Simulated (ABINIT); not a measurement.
**Run report: CuO, geometry relaxation (part 1 of 4)**

The run: geometry relaxation of CuO (4 atoms in the cell). Method and program: Kohn-Sham DFT of a periodic cell, r2SCAN, JTH PAW PBE v2.0 (ABINIT 10.8.3).

The structure derives from an entry of the Crystallography Open Database. The run did not end well.

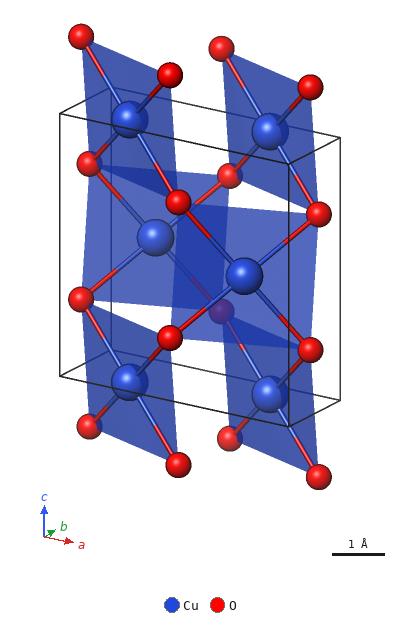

The starting structure (polyhedral view of the cell 2 times as large as that of the calculation, set on its symmetry axes, seen slightly off an axis; polyhedra are completed across the faces of the cell). An atom can appear more than once, as a periodic image.

**Input file**
```
# Pseudopotentials
pp_dirpath "./"
pseudos "Cu.GGA_PBE-JTH.xml, O.GGA_PBE-JTH.xml"

# Structure
acell 3*1.0 Angstrom
rprim
     2.3418500000    -1.7113000000     0.0000000000
     2.3418500000     1.7113000000     0.0000000000
    -0.8500274268     0.0000000000     5.0578693947
ntypat 2
znucl 29 8
natom 4
typat 1 1 2 2
xcart
     0.7459112866    -0.8556500000     2.5289346974
     1.1709250000     0.8556500000     0.0000000000
     1.7043294299     0.2792841600     3.7934020460
     2.1293431433    -0.2792841600     1.2644673487 Angstrom
chkprim 0
chksymtnons 0
tolsym 1.0e-6

# Plane-wave basis
ecut 31.0
pawecutdg 53.0
pawovlp -1

# k points
kptopt 1
ngkpt 5 5 2
nshiftk 1
shiftk 0.0 0.0 0.0

# Exchange and correlation
ixc -497498
usekden 1
pawxcdev 0

# Bands and occupations
nband 30
occopt 3
tsmear 0.00183747

# SCF cycle
nstep 100
tolvrs 1.0e-7

# Output
iomode 3
prtwf 0
prtden 0
prteig 0
prtebands 0
enunit 2
prtvol 2

# Relaxation
ionmov 22
ntime 60
tolmxf 0.0005
optcell 2
dilatmx 1.08
ecutsm 0.5
```

Run on 4 threads of AMD EPYC (Zen 5), 16 GiB of memory available, shared host.

Command:
```bash
mpirun --bind-to none -np 4 abinit run.abi > log 2>&1
```

**Output**
```
.Version 10.8.3 of ABINIT
 Symmetries : space group C2/c (# 15); Bravais mC (1-face-center monocl.)
================================================================================
 Values of the parameters that define the memory need of the present run
     intxc =       0    ionmov =      22      iscf =      17    lmnmax =      18
     lnmax =       6     mgfft =      54  mpssoang =       3    mqgrid =    3383
     natom =       4  nloc_mem =       2    nspden =       1   nspinor =       1
    nsppol =       1      nsym =       4    n1xccc =       1    ntypat =       2
    occopt =       3   xclevel =       2
       mpw =        2856          nfft =       48600          nkpt =          18
Pmy_natom=         1
 PAW method is used; the additional fine FFT grid is defined by:
   mgfftf=        72    nfftf =    115200
================================================================================
================================================================================

--------------------------------------------------------------------------------
------------- Echo of variables that govern the present computation ------------
--------------------------------------------------------------------------------
 -outvars: echo values of preprocessed input variables --------
            acell      1.8897261259E+00  1.8897261259E+00  1.8897261259E+00 Bohr
              amu      6.35460000E+01  1.59994000E+01
          chkprim           0
      chksymtnons           0
          dilatmx      1.08000000E+00
             ecut      3.10000000E+01 Hartree
           ecutsm      5.00000000E-01 Hartree
           enunit           2
           ionmov          22
              ixc     -497498
         kptrlatt        5    0    0      0    5    0      0    0    2
          kptrlen      1.93840547E+01
            natom           4
            nband          30
            ngfft          30      30      54
          ngfftdg          40      40      72
             nkpt          18
            nstep         100
             nsym           4
            ntime          60
           ntypat           2
           occopt           3
          optcell           2
        pawecutdg      5.30000000E+01 Hartree
          pawovlp     -1.0000000000E+00
         pawxcdev           0
           prtden           0
        prtebands           0
           prteig           0
          prtkden           1
           prtvol           2
            prtwf           0
            rprim      2.3418500000E+00 -1.7113000000E+00  0.0000000000E+00
                       2.3418500000E+00  1.7113000000E+00  0.0000000000E+00
                      -8.5002742680E-01  0.0000000000E+00  5.0578693947E+00
          spgroup          15
           tolmxf      5.00000000E-04
           tolsym      1.00000000E-06
           tolvrs      1.00000000E-07
           tsmear      1.83747000E-03 Hartree
            typat      1  1  2  2
          usekden           1
           useylm           1
           xangst      7.4591128660E-01 -8.5565000000E-01  2.5289346974E+00
                       1.1709250000E+00  8.5565000000E-01  2.4999877100E-11
                       1.7043294299E+00  2.7928416000E-01  3.7934020460E+00
                       2.1293431433E+00 -2.7928416000E-01  1.2644673487E+00
            xcart      1.4095680459E+00 -1.6169441596E+00  4.7789939683E+00
                       2.2127275640E+00  1.6169441596E+00  4.7242920901E-11
                       3.2207158508E+00  5.2777057370E-01  7.1684909525E+00
                       4.0238753689E+00 -5.2777057370E-01  2.3894969842E+00
             xred      5.0000000000E-01  8.9702051365E-13  5.0000000000E-01
                       8.9704767515E-13  5.0000000000E-01  4.9427684168E-12
                       4.1840000000E-01  5.8160000000E-01  7.5000000000E-01
                       5.8160000000E-01  4.1840000000E-01  2.5000000000E-01
            znucl       29.00000    8.00000

================================================================================

 chkinp: Checking input parameters for consistency.

================================================================================
== DATASET  1 ==================================================================

--- !DatasetInfo
iteration_state: {dtset: 1, }
dimensions: {natom: 4, nkpt: 18, mband: 30, nsppol: 1, nspinor: 1, nspden: 1, mpw: 2856, }
cutoff_energies: {ecut:  31.0, pawecutdg:  53.0, }
electrons: {nelect:   5.00000000E+01, charge:   0.00000000E+00, occopt:   3.00000000E+00, tsmear:   1.83747000E-03, }
meta: {optdriver: 0, ionmov: 22, optcell: 2, iscf: 17, paral_kgb: 0, }
...

 Real(R)+Recip(G) space primitive vectors, cartesian coordinates (Bohr,Bohr^-1):
 R(1)=  4.4254551 -3.2338883  0.0000000  G(1)=  0.1129827 -0.1546126  0.0189879
 R(2)=  4.4254551  3.2338883  0.0000000  G(2)=  0.1129827  0.1546126  0.0189879
 R(3)= -1.6063190  0.0000000  9.5579879  G(3)=  0.0000000  0.0000000  0.1046245
 Unit cell volume ucvol=  2.7357691E+02 bohr^3
 Angles (23,13,12)=  9.76901193E+01  9.76901193E+01  7.23147146E+01 degrees

 Coarse grid specifications (used for wave-functions):

 getcut: wavevector=  0.0000  0.0000  0.0000  ngfft=  30  30  54
         ecut(hartree)=     36.158   => boxcut(ratio)=   2.02318

 Fine grid specifications (used for densities):

 getcut: wavevector=  0.0000  0.0000  0.0000  ngfft=  40  40  72
         ecut(hartree)=     61.819   => boxcut(ratio)=   2.06197

--- Pseudopotential description ------------------------------------------------
- pspini: atom type   1  psp file is ./Cu.GGA_PBE-JTH.xml
 Pseudopotential format is: paw10
 basis_size (lnmax)=  6 (lmn_size= 18), orbitals=   0   0   1   1   2   2
 Spheres core radius: rc_sph= 2.00090475
 Shapefunction is SIN type: shapef(r)=[sin(pi*r/rshp)/(pi*r/rshp)]**2
 Radius for shape functions =  1.80603571
 Compensation charge density is not taken into account in XC energy/potential

- pspini: atom type   2  psp file is ./O.GGA_PBE-JTH.xml
 Pseudopotential format is: paw10
 basis_size (lnmax)=  4 (lmn_size=  8), orbitals=   0   0   1   1
 Spheres core radius: rc_sph= 1.41465230
 Shapefunction is SIN type: shapef(r)=[sin(pi*r/rshp)/(pi*r/rshp)]**2
 Radius for shape functions =  1.20231231
 Compensation charge density is not taken into account in XC energy/potential

   4.18034755E+03                                ecore*ucvol(ha*bohr**3)
--------------------------------------------------------------------------------

================================================================================

=== [ionmov=22] Limited-memory Broyden-Fletcher-Goldfarb-Shanno method
================================================================================

--- Iteration: ( 1/60) Internal Cycle: (1/1)
--------------------------------------------------------------------------------

---SELF-CONSISTENT-FIELD CONVERGENCE--------------------------------------------

--- !BeginCycle
iteration_state: {dtset: 1, itime: 1, icycle: 1, }
solver: {iscf: 17, nstep: 100, nline: 4, wfoptalg: 10, }
tolerances: {tolvrs: 1.00E-07, }
...

     iter   Etot(hartree)      deltaE(h)  residm     nres2
 ETOT  1  -413.19823149172    -4.132E+02 2.448E+01 5.227E+01
 ETOT  2  -417.77157476067    -4.573E+00 8.218E-02 5.650E+01
 ETOT  3  -417.68585863625     8.572E-02 4.227E-02 8.246E+00
 ETOT  4  -417.68792919478    -2.071E-03 4.684E-02 3.266E+00
 ETOT  5  -417.68888286506    -9.537E-04 2.671E-02 1.331E+00
 ETOT  6  -417.69048801786    -1.605E-03 3.921E-03 1.402E+00
 ETOT  7  -417.68884998526     1.638E-03 1.230E-03 8.331E-02
 ETOT  8  -417.68884052738     9.458E-06 4.989E-04 3.601E-03
 ETOT  9  -417.68884795470    -7.427E-06 3.501E-04 8.951E-03
 ETOT 10  -417.68884207084     5.884E-06 1.339E-04 5.785E-04
 ETOT 11  -417.68884272290    -6.521E-07 1.042E-04 1.920E-04
 ETOT 12  -417.68884272296    -6.270E-11 6.072E-05 1.979E-04
 ETOT 13  -417.68884260155     1.214E-07 2.923E-05 6.383E-05
 ETOT 14  -417.68884256191     3.964E-08 2.691E-05 2.016E-05
 ETOT 15  -417.68884254417     1.774E-08 1.176E-05 5.883E-07
 ETOT 16  -417.68884254455    -3.770E-10 1.240E-05 1.004E-07
 ETOT 17  -417.68884254445     9.226E-11 5.401E-06 4.603E-09

 At SCF step   17       nres2   =  4.60E-09 < tolvrs=  1.00E-07 =>converged.

Result for kinetic energy density :

--------------------------------------------------------------------------------
 Total kinetic energy density [Ha/Bohr^3]
)     Maximum=    2.6824E+00  at reduced coord.    0.4250    0.5750    0.7500
)     Minimum=    5.9492E-03  at reduced coord.    0.3750    0.9500    0.0694
   Integrated=    3.6943E+01
--------------------------------------------------------------------------------

 Cartesian components of stress tensor (hartree/bohr^3)
  sigma(1 1)=  1.43370982E-05  sigma(3 2)=  0.00000000E+00
  sigma(2 2)= -6.48286640E-05  sigma(3 1)=  1.58023617E-05
  sigma(3 3)=  4.96609699E-05  sigma(2 1)=  0.00000000E+00

--- !ResultsGS
iteration_state: {dtset: 1, itime: 1, icycle: 1, }
comment   : Summary of ground state results
lattice_vectors:
- [  4.4254551,  -3.2338883,   0.0000000, ]
- [  4.4254551,   3.2338883,   0.0000000, ]
- [ -1.6063190,   0.0000000,   9.5579879, ]
lattice_lengths: [   5.48112,    5.48112,    9.69203, ]
lattice_angles: [ 97.690,  97.690,  72.315, ] # degrees, (23, 13, 12)
lattice_volume:   2.7357691E+02
convergence: {deltae:  9.226E-11, res2:  4.603E-09, residm:  5.401E-06, diffor: null, }
etotal    :  -4.17688843E+02
entropy   :   0.00000000E+00
fermie    :   2.02552096E-01
cartesian_stress_tensor: # hartree/bohr^3
- [  1.43370982E-05,   0.00000000E+00,   1.58023617E-05, ]
- [  0.00000000E+00,  -6.48286640E-05,   0.00000000E+00, ]
- [  1.58023617E-05,   0.00000000E+00,   4.96609699E-05, ]
pressure_GPa:   8.1457E-03
xred      :
- [  5.0000E-01,   8.9702E-13,   5.0000E-01, Cu]
- [  8.9705E-13,   5.0000E-01,   4.9428E-12, Cu]
- [  4.1840E-01,   5.8160E-01,   7.5000E-01,  O]
- [  5.8160E-01,   4.1840E-01,   2.5000E-01,  O]
cartesian_forces: # hartree/bohr
- [ -0.00000000E+00,  -0.00000000E+00,  -0.00000000E+00, ]
- [ -0.00000000E+00,  -0.00000000E+00,  -0.00000000E+00, ]
- [ -1.98523227E-19,  -5.99592852E-03,  -5.22469999E-20, ]
- [  1.98523227E-19,   5.99592852E-03,   5.22469999E-20, ]
force_length_stats: {min:   0.00000000E+00, max:   5.99592852E-03, mean:   2.99796426E-03, }
...

 Integrated electronic density in atomic spheres:
 ------------------------------------------------
 Atom  Sphere_radius  Integrated_density
    1        2.00090         17.31192815
    2        2.00090         17.31192815
    3        1.41465          4.52555437
    4        1.41465          4.52555437

---OUTPUT-----------------------------------------------------------------------

 Cartesian coordinates (xcart) [bohr]
  1.40956804589751E+00 -1.61694415963299E+00  4.77899396834423E+00
  2.21272756397857E+00  1.61694415963299E+00  4.72429209009841E-11
  3.22071585083555E+00  5.27770573704209E-01  7.16849095249272E+00
  4.02387536891661E+00 -5.27770573704209E-01  2.38949698419574E+00
 Reduced coordinates (xred)
  5.00000000000897E-01  8.97020513646156E-13  5.00000000004943E-01
  8.97047675151764E-13  5.00000000000897E-01  4.94276841678243E-12
  4.18400000000897E-01  5.81600000000897E-01  7.50000000004943E-01
  5.81600000000897E-01  4.18400000000897E-01  2.50000000004943E-01
 Cartesian forces (fcart) [Ha/bohr]; max,rms= 5.99593E-03 2.44783E-03 (free atoms)
 -0.00000000000000E+00 -0.00000000000000E+00 -0.00000000000000E+00
 -0.00000000000000E+00 -0.00000000000000E+00 -0.00000000000000E+00
 -1.98523227016174E-19 -5.99592852386978E-03 -5.22469999113531E-20
  1.98523227016174E-19  5.99592852386978E-03  5.22469999113531E-20
 Gradient of E wrt nuclear positions in reduced coordinates (gred)
  0.00000000000000E+00  0.00000000000000E+00 -0.00000000000000E+00
  0.00000000000000E+00  0.00000000000000E+00 -0.00000000000000E+00
 -1.93901632164962E-02  1.93901632164962E-02  1.80484556199523E-19
  1.93901632164962E-02 -1.93901632164962E-02 -1.80484556199523E-19
 Scale of Primitive Cell (acell) [bohr]
  1.88972612590778E+00  1.88972612590778E+00  1.88972612590778E+00
 Real space primitive translations (rprimd) [bohr]
  4.42545512795714E+00 -3.23388831926599E+00  0.00000000000000E+00
  4.42545512795714E+00  3.23388831926599E+00  0.00000000000000E+00
 -1.60631903616212E+00  0.00000000000000E+00  9.55798793659397E+00
 Unitary Cell Volume (ucvol) [Bohr^3]=  2.73576905586771E+02
 Angles (23,13,12)= [degrees]
  9.76901192962622E+01  9.76901192962622E+01  7.23147146272915E+01
 Lengths [Bohr]
  5.48112093928305E+00  5.48112093928305E+00  9.69202735458442E+00
 Stress tensor in cartesian coordinates (strten) [Ha/bohr^3]
  1.43370981555910E-05  0.00000000000000E+00  1.58023617124656E-05
  0.00000000000000E+00 -6.48286640081638E-05  0.00000000000000E+00
  1.58023617124656E-05  0.00000000000000E+00  4.96609698719466E-05
 Total energy (etotal) [Ha]= -4.17688842544455E+02

--- Iteration: ( 2/60) Internal Cycle: (1/1)
--------------------------------------------------------------------------------

---SELF-CONSISTENT-FIELD CONVERGENCE--------------------------------------------

--- !BeginCycle
iteration_state: {dtset: 1, itime: 2, icycle: 1, }
solver: {iscf: 17, nstep: 100, nline: 4, wfoptalg: 10, }
tolerances: {tolvrs: 1.00E-07, }
...

     iter   Etot(hartree)      deltaE(h)  residm     nres2
 ETOT  1  -417.68896561316    -4.177E+02 9.255E-01 1.379E-01
 ETOT  2  -417.68894614482     1.947E-05 1.268E-02 1.807E-02
 ETOT  3  -417.68895977755    -1.363E-05 2.995E-03 3.497E-03
 ETOT  4  -417.68895926965     5.079E-07 3.968E-04 1.349E-03
 ETOT  5  -417.68895753545     1.734E-06 3.733E-05 6.459E-05
 ETOT  6  -417.68895777810    -2.426E-07 4.684E-06 4.124E-06
 ETOT  7  -417.68895778155    -3.450E-09 3.817E-07 1.042E-06
 ETOT  8  -417.68895778219    -6.419E-10 2.324E-07 2.784E-07
 ETOT  9  -417.68895778199     2.000E-10 2.211E-07 1.361E-08

 At SCF step    9       nres2   =  1.36E-08 < tolvrs=  1.00E-07 =>converged.

Result for kinetic energy density :
```
